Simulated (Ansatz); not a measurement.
VN

```
V N
1.0
     4.20986    0.00000    0.00000
     0.00000    4.20986    0.00000
     0.00000    0.00000    4.20986
V N
4 4
Direct
  0.00000 0.00000 0.00000
  0.50000 0.50000 0.00000
  0.50000 0.00000 0.50000
  0.00000 0.50000 0.50000
  0.50000 0.00000 0.00000
  0.00000 0.50000 0.00000
  0.00000 0.00000 0.50000
  0.50000 0.50000 0.50000
```

Space group Fm-3m; changed on purpose from its base cell (strained and moved within a subgroup); computed pressure about −18 GPa in this cell; computed without spin polarisation.

Level of theory: DFT PBE, scalar-relativistic, plane waves, PAW (Ansatz 0.2.0).

Core electrons are frozen (PAW), and the valence fields are smoothed inside the atomic spheres.

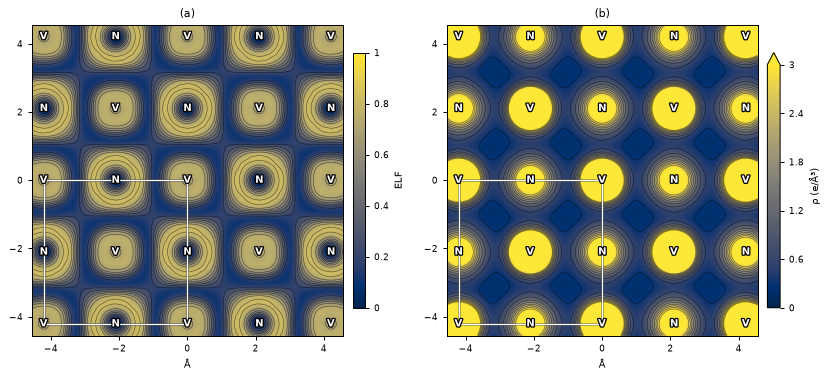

Figure 1. (a) electron localisation function; (b) valence charge density (pseudo) on the (100) plane of the conventional cell.

> Read the bonding off the picture.

The section cuts through V and N sites.
V–N (2.10 Å): ρ is about 0.51 e/Å³ halfway; the ELF peaks at about 0.80 in the valence shell of N, 0.7 Å from its nucleus, and is about 0.20 at the midpoint (no shared electron pair shows on this line).
Between the atoms the lowest density in this plane is 0.21 e/Å³.
The features right at V lie inside the PAW spheres, where the map follows smoothed inner orbitals and isn't to be read closely.

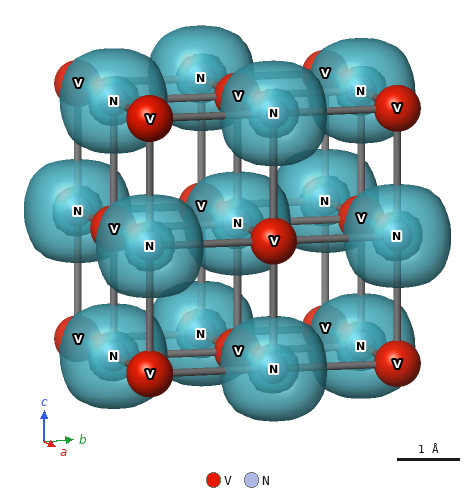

Figure 2. Isosurface of the electron localisation function at 0.65 (cyan), seen slightly off an axis. Core shells and regions of very low density are left out. Sticks mark near contacts.

> Identify the bonds, lone pairs and shells in this picture.

The ELF exceeds this value in four regions wrapped around N (the valence shell of each), counted in one cell of 8 atoms. Any copies at cell faces, edges or corners count once.

> Does the calculation give a band gap?

It is metallic or semimetallic at this level of theory: no gap opens; semilocal functionals without U, or without the true magnetic order, often close the gap of such compounds.
